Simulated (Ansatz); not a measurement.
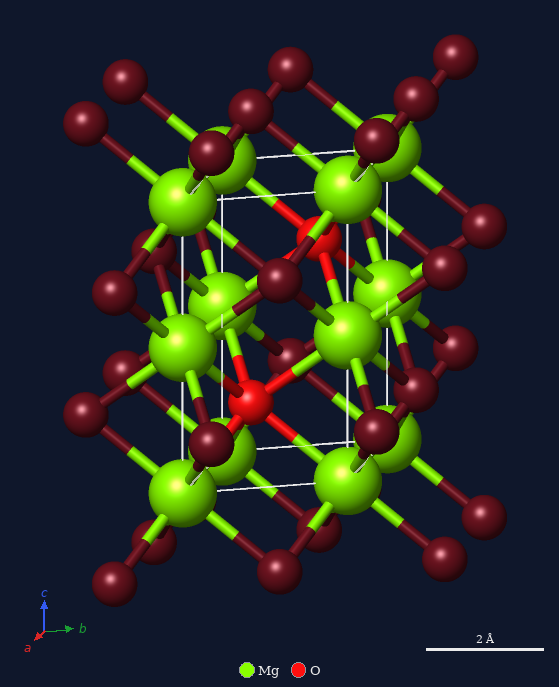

A ball-and-stick rendering, viewed slightly off an axis. The parallelepiped is the simulation cell. Atoms of adjacent cells appear where they bond to atoms in the box, in fainter colours.

```xyz
4
Lattice="2.9580 0.0000 0.0000 -1.4790 2.5617 0.0000 0.0000 0.0000 5.1562" Properties=species:S:1:pos:R:3 pbc="T T T"
Mg    1.4790    2.5617    5.1562
Mg    1.4790    2.5617    2.5781
O     0.0000    1.7078    3.8671
O     1.4790    0.8539    1.2890
```

The numbers come from Ansatz, DFT PBE, scalar-relativistic, plane waves, PAW, using E_cut = 420 eV, a 12×12×6 k-point grid, Gaussian smearing of 0.02 eV, no spin polarisation.

Q: What are the atomic charges by Bader's partition?

A: Mg +1.71 e; O -1.71 e. The transfer is large, as in an ionic solid.

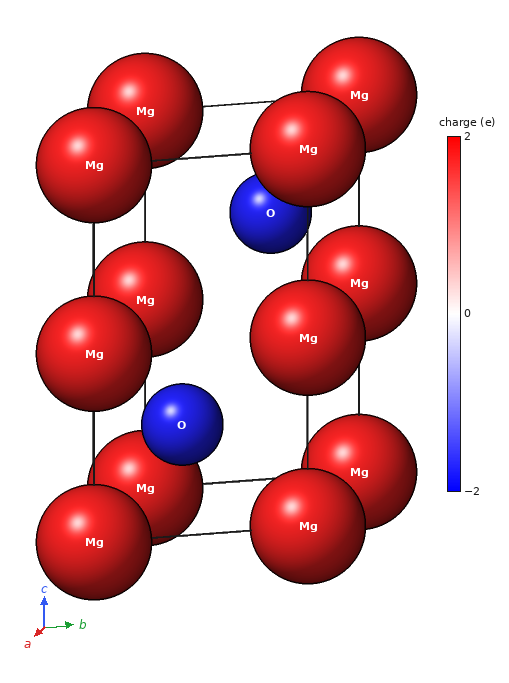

The atoms coloured by those charges.

The cell started as a random cell made by a generator, so it need not be a real form of the compound. Earlier steps of the study may have refined or changed the cell and positions. It was run through Ansatz as a DFT input.
